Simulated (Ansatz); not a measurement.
System: Ge.

How it was computed, with Ansatz 0.2.0: relaxed lattice of one prototype by several density functionals, zero stress, symmetry kept, spin-unpolarised plane waves.

prototype lonsdaleite (2H); atoms in cell 4; periodic directions 3.

Predict the volume per atom by functional. The cases: HSE06; r2SCAN; LDA; PBE; PBEsol.

The least value, 22.177 Å³, is that of LDA, and the largest, 23.867 Å³, that of PBE.

```tsv
functional	volume per atom (Å³)	lattice constant a (Å)	lattice constant c (Å)
HSE06	22.922	4.008	6.589
r2SCAN	22.811	3.998	6.593
LDA	22.177	3.968	6.505
PBE	23.867	4.058	6.693
PBEsol	22.851	4.005	6.579
```

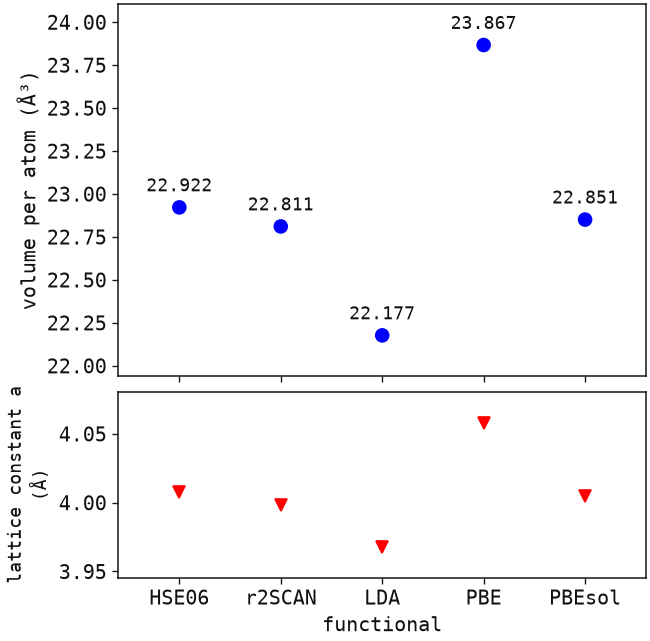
